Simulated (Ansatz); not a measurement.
# BaZrS$_{3}$: what the fields show

Input file:

```
crystal:
  lattice:
    - [7.1629349776, 0.0, 0.0]
    - [0.0, 10.0302164411, 0.0]
    - [0.0, 0.0, 7.0308119456]
  atoms:
    - { symbol: Ba, position: [0.051392561, 0.25, 0.0111589351] }
    - { symbol: Ba, position: [0.448607439, 0.75, 0.5111589351] }
    - { symbol: Ba, position: [0.551392561, 0.25, 0.4888410649] }
    - { symbol: Ba, position: [0.948607439, 0.75, 0.9888410649] }
    - { symbol: Zr, position: [0.0, 0.0, 0.5] }
    - { symbol: Zr, position: [0.5, 0.0, 0.0] }
    - { symbol: Zr, position: [0.5, 0.5, 0.0] }
    - { symbol: Zr, position: [0.0, 0.5, 0.5] }
    - { symbol: S, position: [0.992938902, 0.25, 0.5649314192] }
    - { symbol: S, position: [0.507061098, 0.75, 0.0649314192] }
    - { symbol: S, position: [0.492938902, 0.25, 0.9350685808] }
    - { symbol: S, position: [0.007061098, 0.75, 0.4350685808] }
    - { symbol: S, position: [0.2102229344, 0.9658681325, 0.7899512706] }
    - { symbol: S, position: [0.2897770656, 0.0341318675, 0.2899512706] }
    - { symbol: S, position: [0.7102229344, 0.5341318675, 0.7100487294] }
    - { symbol: S, position: [0.7897770656, 0.4658681325, 0.2100487294] }
    - { symbol: S, position: [0.7897770656, 0.0341318675, 0.2100487294] }
    - { symbol: S, position: [0.7102229344, 0.9658681325, 0.7100487294] }
    - { symbol: S, position: [0.2897770656, 0.4658681325, 0.2899512706] }
    - { symbol: S, position: [0.2102229344, 0.5341318675, 0.7899512706] }
basis:
  ecutwfc: 420
kpoints:
  mp_grid: { grid: [4, 4, 4] }
  band_path:
    path:
      - [[0.0, 0.0, 0.0], [0.5, 0.0, 0.0], [0.5, 0.5, 0.0], [0.0, 0.5, 0.0], [0.0, 0.0, 0.0], [0.0, 0.0, 0.5], [0.5, 0.0, 0.5], [0.5, 0.5, 0.5], [0.0, 0.5, 0.5], [0.0, 0.0, 0.5]]
      - [[0.5, 0.0, 0.0], [0.5, 0.0, 0.5]]
      - [[0.0, 0.5, 0.0], [0.0, 0.5, 0.5]]
      - [[0.5, 0.5, 0.0], [0.5, 0.5, 0.5]]
    npoints: 10
hamiltonian:
  xc: pbe
scf:
  occupations: { method: gaussian, width: 0.02 }
  n_extra_bands: 50
output:
  forces: true
  stress: true
  eigenvalues: true
  populations: true
  dos: { projected: true, de: 0.02, nscf_kmesh: { grid: [6, 6, 6] } }
  bader: false
  write_density: true
  write_potential: true
  elf: true
  volumetric_format: npy
```

Run with:

```sh
ansatz run input.yaml --threads 8 --pin off --max-ram 22528MiB --backend cpu --events-out ev --progress --plain --runs-dir out
```

Below, planes, directions and counts refer to the conventional cell (a = 7.16 Å, b = 10.03 Å, c = 7.03 Å, α = 90.00°, β = 90.00°, γ = 90.00°).

Space group Pnma; a structure from a database of computed crystals, not necessarily the ambient phase.

Theory: DFT PBE, scalar-relativistic, plane waves, PAW (Ansatz 0.2.0).

The density is the valence pseudo-density of a PAW calculation; it isn't the true density close to the nuclei.

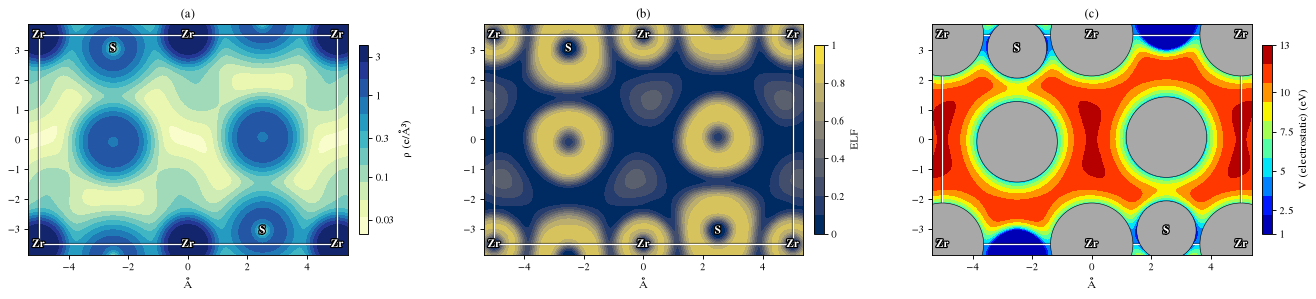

Figure 1. (a) valence pseudo-density; (b) electron localisation function; (c) electrostatic potential energy of an electron on the (100) plane of the conventional cell. Grey discs cover the atomic cores in the potential map.

Interpret the plot.

Answer. The section cuts through Zr and S sites.
Atoms just off the plane (Ba, 0.4 Å away) can leave unmarked features too.
Zr–S (2.55 Å): ρ is about 0.43 e/Å³ halfway; the ELF peaks at about 0.85 in the valence shell of S, 0.9 Å from its nucleus, and is about 0.35 at the midpoint.
Between the atoms the lowest density in this plane is 0.03 e/Å³.
The features right at Zr lie inside the PAW spheres, where the map follows smoothed inner orbitals and isn't to be read closely.
Outside the cores the potential energy rises away from the atoms and is highest about 1.7 Å from the nearest atoms; its zero is arbitrary.

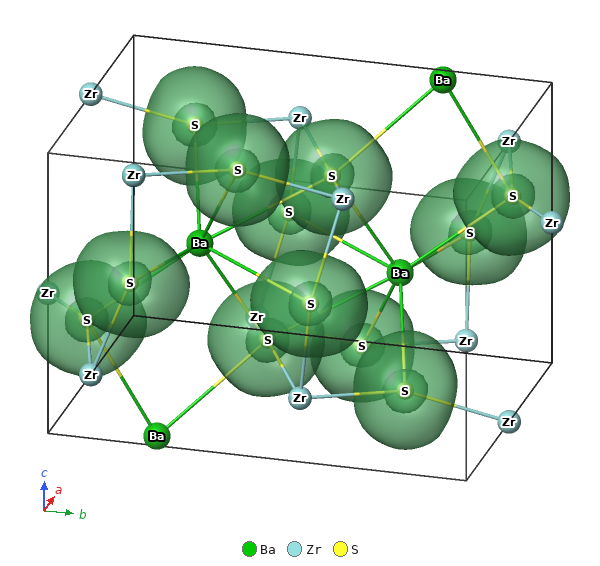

Figure 2. Isosurface of the electron localisation function at 0.65 (green), seen at an oblique angle. Core shells and regions of very low density are left out. Sticks mark near contacts.

Where are the electrons localised?

Answer. At this value the surface marks out twelve regions wrapped around S (the valence shell of each), counted in one cell of 20 atoms. Any copies at cell faces, edges or corners count once. Profiles from the grid: Ba–S (3.17 Å): the ELF peaks at about 0.90 in the valence shell of S, 0.9 Å from its nucleus, and drops to about 0.10 between the two atoms; a closed-shell, largely ionic contact.

Does the calculation give a band gap?

Answer. It is gapped, with a Kohn–Sham gap of 1.1 eV on the k-point mesh (the band edges may lie off the mesh, which would make the gap smaller).
